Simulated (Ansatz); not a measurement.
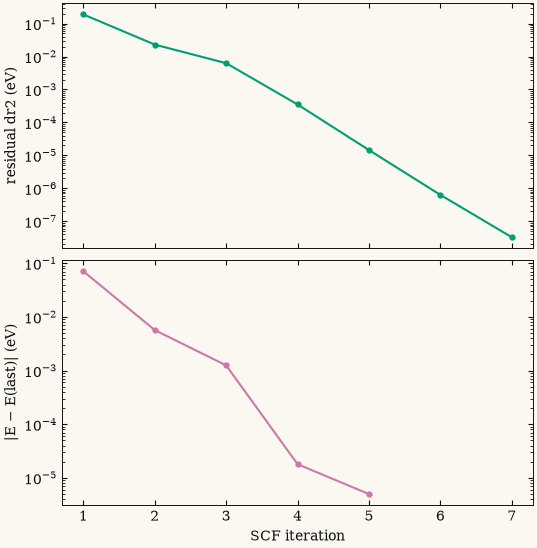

The plot shows the SCF iterations of a calculation: density residual dr2, distance of the Harris–Foulkes energy from its last value. Energy differences below 3 × 10⁻⁶ eV aren't drawn. The starting density is a sum of atomic densities corrected by a trained network.

Ga2O3 (10 atoms in the cell), run with Ansatz.

```
crystal:
  lattice:
    - [2.02304575, 1.16800601, 3.63269854]
    - [-2.02304575, 1.16800601, 3.63269854]
    - [0.0, -2.33601202, 3.63269854]
  atoms:
    - { symbol: Ga, position: [0.8558438243, 0.8558438243, 0.8558438243] }
    - { symbol: Ga, position: [0.6441561757, 0.6441561757, 0.6441561757] }
    - { symbol: Ga, position: [0.1441561757, 0.1441561757, 0.1441561757] }
    - { symbol: Ga, position: [0.3558438243, 0.3558438243, 0.3558438243] }
    - { symbol: O, position: [0.75, 0.4468728988, 0.0531271012] }
    - { symbol: O, position: [0.4468728988, 0.0531271012, 0.75] }
    - { symbol: O, position: [0.0531271012, 0.75, 0.4468728988] }
    - { symbol: O, position: [0.25, 0.5531271012, 0.9468728988] }
    - { symbol: O, position: [0.9468728988, 0.25, 0.5531271012] }
    - { symbol: O, position: [0.5531271012, 0.9468728988, 0.25] }
basis:
  ecutwfc: 420
kpoints:
  mp_grid: { grid: [6, 6, 6] }
hamiltonian:
  xc: pbe
scf:
  occupations: { method: gaussian, width: 0.02 }
  max_iter: 50
output:
  forces: true
  eigenvalues: true
  stress: true
```

Launched with:
```bash
ansatz run input.yaml --threads 4 --pin off --max-ram 10240MiB --backend cpu --events-out ev --progress --plain --runs-dir out
```

Question: Did the calculation converge?

Answer: Converged, in 7 iterations. The residual falls at every step.

Question: Is anything amiss with this input?

Answer: The input holds a fault (a lattice far too small). The SCF closed all the same, which doesn't make the results meaningful for the real system.
